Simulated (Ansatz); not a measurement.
# Hf3S2: what the fields show

```
CELL_PARAMETERS angstrom
3.42303 0.00000 0.00000
-1.71151 2.96443 0.00000
0.00000 0.00000 27.66375
ATOMIC_POSITIONS crystal
Hf 0.00000 0.00000 0.00000
Hf 0.66667 0.33333 0.33333
Hf 0.33333 0.66667 0.66667
Hf 0.00000 0.00000 0.20909
Hf 0.66667 0.33333 0.54242
Hf 0.33333 0.66667 0.87576
Hf 0.66667 0.33333 0.12424
Hf 0.33333 0.66667 0.45758
Hf 0.00000 0.00000 0.79091
S 0.33333 0.66667 0.06239
S 0.00000 0.00000 0.39572
S 0.66667 0.33333 0.72905
S 0.33333 0.66667 0.27095
S 0.00000 0.00000 0.60428
S 0.66667 0.33333 0.93761
```

Space group R-3m; started from the tetradymite_166 prototype, which need not be the ambient phase.

All numbers below come from DFT PBE, scalar-relativistic, plane waves, PAW in Ansatz 0.2.0.

In a PAW calculation such maps are meaningful between the atoms, not at the nuclei.

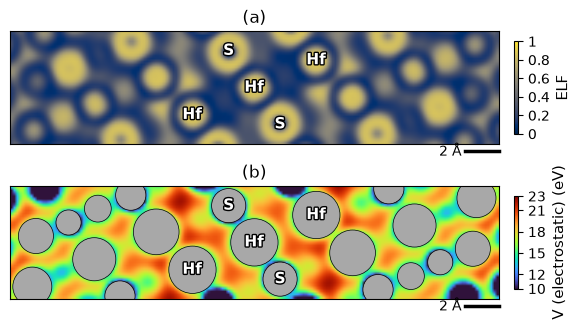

Figure 1. (a) ELF; (b) electrostatic potential (local pseudopotential plus Hartree) felt by an electron on the (111) plane of the conventional cell. Grey discs cover the atomic cores in the potential map.

> Interpret the plot.

- The plane passes through Hf and S nuclei.
- Atoms just off the plane (Hf, 0.4 Å away and S, 0.5 Å away) can leave unmarked features too.
- Hf–S (2.62 Å): the ELF peaks at about 0.85 in the valence shell of S, 0.8 Å from its nucleus, and is about 0.25 at the midpoint: no localised pair shows between them.
- The ELF has a maximum of about 0.80 in the space between the atoms, on no atom or two-centre bond.
- The features right at Hf lie inside the PAW spheres, where the map follows smoothed inner orbitals and isn't to be read closely.
- Outside the cores the potential energy rises away from the atoms and is highest about 2.1 Å from the nearest atoms; its zero is arbitrary.

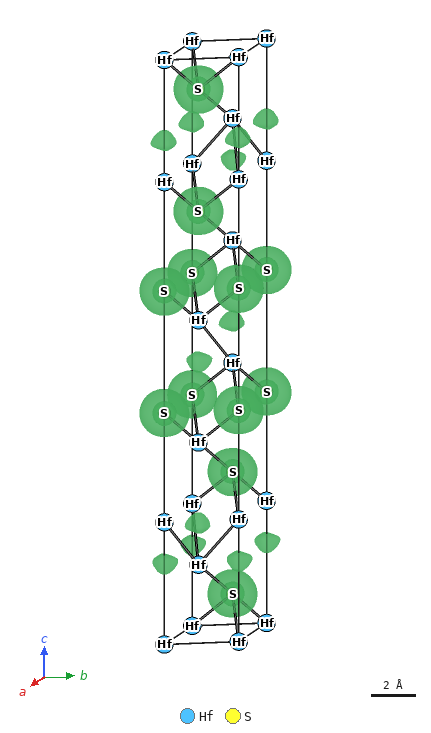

Figure 2. Isosurface of the electron localisation function at 0.7 (green), seen slightly off an axis. Only the valence region is drawn (cores and ρ < 0.01 e/Å³ removed). Sticks mark near contacts.

> Identify the bonds, lone pairs and shells in this picture.

At this value the surface marks out six regions wrapped around S (the valence shell of each) and six pockets between the atoms, centred on no nucleus (multi-centre or interstitial), counted in one cell of 15 atoms. Any copies at cell faces, edges or corners count once. Along the contacts the grid gives the following. Hf–S (2.61 Å): the ELF peaks at about 0.85 in the valence shell of S, 0.8 Å from its nucleus, and is about 0.25 at the midpoint; no localised pair shows between them. Hf–Hf (3.07 Å): the ELF is about 0.25 at the midpoint; no localised pair shows between them.

> Does the calculation give a band gap?

It is metallic or semimetallic at this level of theory: no gap opens.
